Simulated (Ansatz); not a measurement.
MgZn$_{15}$O$_{16}$

```
Mg Zn O
1.0
     3.23240   -5.59867    0.00000
     3.23240    5.59867    0.00000
     0.00000    0.00000   10.41864
Mg Zn O
1 15 16
Direct
  0.00000 0.00000 0.24928
  0.00000 0.00000 0.75100
  0.50091 0.00182 0.24937
  0.49984 0.99967 0.74967
  0.99818 0.49909 0.24937
  0.00033 0.50016 0.74967
  0.50091 0.49909 0.24937
  0.49984 0.50016 0.74967
  0.33482 0.16741 0.00006
  0.33239 0.16620 0.50037
  0.83259 0.16741 0.00006
  0.83380 0.16620 0.50037
  0.33333 0.66667 0.00031
  0.33333 0.66667 0.49913
  0.83259 0.66518 0.00006
  0.83380 0.66761 0.50037
  0.33284 0.16642 0.18954
  0.33298 0.16649 0.68997
  0.83358 0.16642 0.18954
  0.83351 0.16649 0.68997
  0.33333 0.66667 0.19006
  0.33333 0.66667 0.68904
  0.83358 0.66716 0.18954
  0.83351 0.66702 0.68997
  0.00000 0.00000 0.43877
  0.00000 0.00000 0.94091
  0.50022 0.00045 0.43952
  0.49982 0.99964 0.93935
  0.99955 0.49978 0.43952
  0.00036 0.50018 0.93935
  0.50022 0.49978 0.43952
  0.49982 0.50018 0.93935
```

Space group P3m1; a generated structure, not necessarily the stable one.

Computed with DFT PBEsol, scalar-relativistic, plane waves, PAW (Ansatz 0.2.0).

The density is the valence pseudo-density of a PAW calculation; it isn't the true density close to the nuclei.

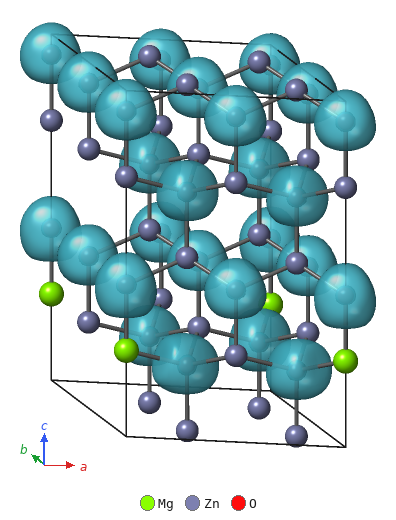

Figure 1. Isosurface of the electron localisation function at 0.6 (cyan), seen slightly off an axis. Core shells and regions of very low density are left out. Sticks mark near contacts.

> What do the ELF domains correspond to?

The ELF exceeds this value in 16 regions wrapped around O (the valence shell of each), counted in one cell of 32 atoms. Regions shared between cells count once. Along the contacts the grid gives the following. Zn–O (1.96 Å): the ELF peaks at about 0.85 in the valence shell of O, 0.6 Å from its nucleus, and is about 0.25 at the midpoint: no shared electron pair shows on this line. Mg–O (1.96 Å): the ELF peaks at about 0.85 in the valence shell of O, 0.7 Å from its nucleus, and is about 0.35 at the midpoint (a closed-shell, largely ionic contact).

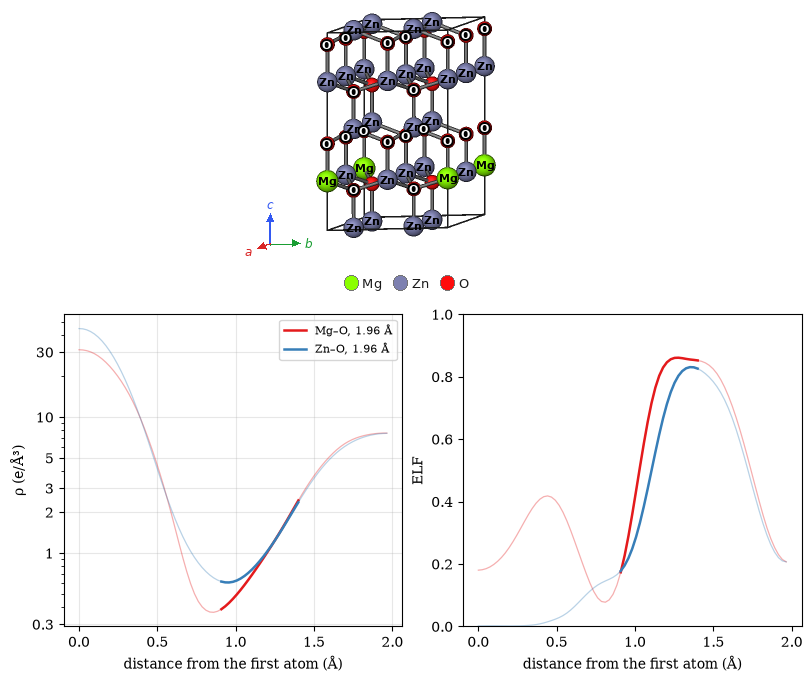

Figure 2. Valence electron density and electron localisation function along straight lines between neighbouring atoms. Thin, pale parts lie inside the atomic spheres. The structure is drawn too.

> What can be read from the curves?

Mg–O (1.96 Å): ρ is about 0.46 e/Å³ halfway; the ELF peaks at about 0.85 in the valence shell of O, 0.7 Å from its nucleus, and is about 0.35 at the midpoint: a largely ionic contact.
Zn–O (1.96 Å): ρ is about 0.62 e/Å³ halfway; the ELF peaks at about 0.85 in the valence shell of O, 0.6 Å from its nucleus, and is about 0.25 at the midpoint; no shared electron pair shows on this line.

> Does the calculation make it a metal, or give it a gap?

It is gapped, with a Kohn–Sham gap of 0.84 eV on the k-point mesh, an upper bound to the gap of this method.
